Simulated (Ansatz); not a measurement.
**H: density, localisation and related maps**

```
H
1.0
     2.13933    0.00000    0.00000
     0.00000    2.13933    0.00000
     0.00000    0.00000    0.96726
H
1
Direct
  0.00000 0.00000 0.50000
```

Space group P4/mmm; a structure from a database of computed crystals, not necessarily the ambient phase; computed pressure about 10 GPa in this cell.

Theory: Kohn-Sham DFT of a periodic cell, PBE, Ansatz PAW in Ansatz 0.2.0.

In a PAW calculation such maps are meaningful between the atoms, not at the nuclei.

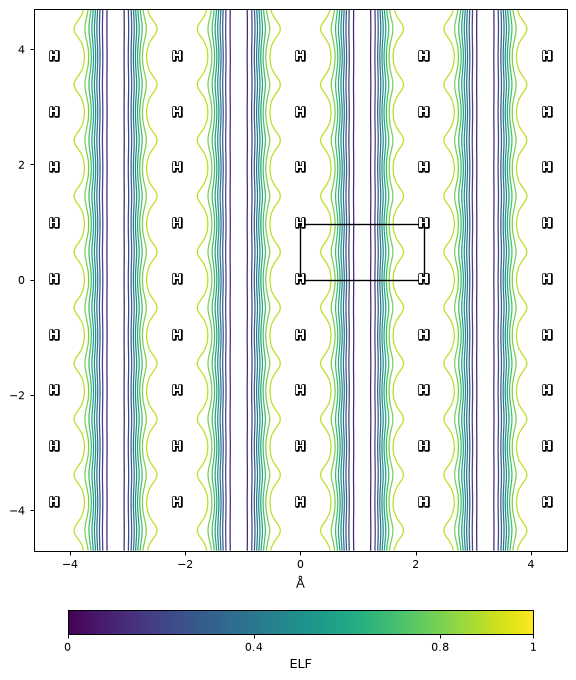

Figure 1. ELF on the (010) plane of the conventional cell.

> Interpret the plot.

The section cuts through H sites.
H–H (0.97 Å): the ELF is about 0.95 at the midpoint.

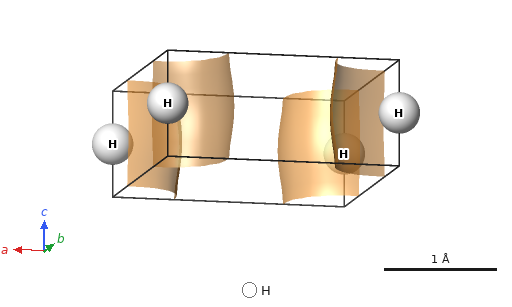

Figure 2. Isosurface of the ELF at 0.75 (orange), seen at an oblique angle. Core shells and regions of very low density are left out.

> Where are the electrons localised?

The ELF exceeds this value in channels that run through the cell in one direction, counted in one cell of 1 atoms. Any copies at cell faces, edges or corners count once. There are no localised bonds or lone pairs at this value.
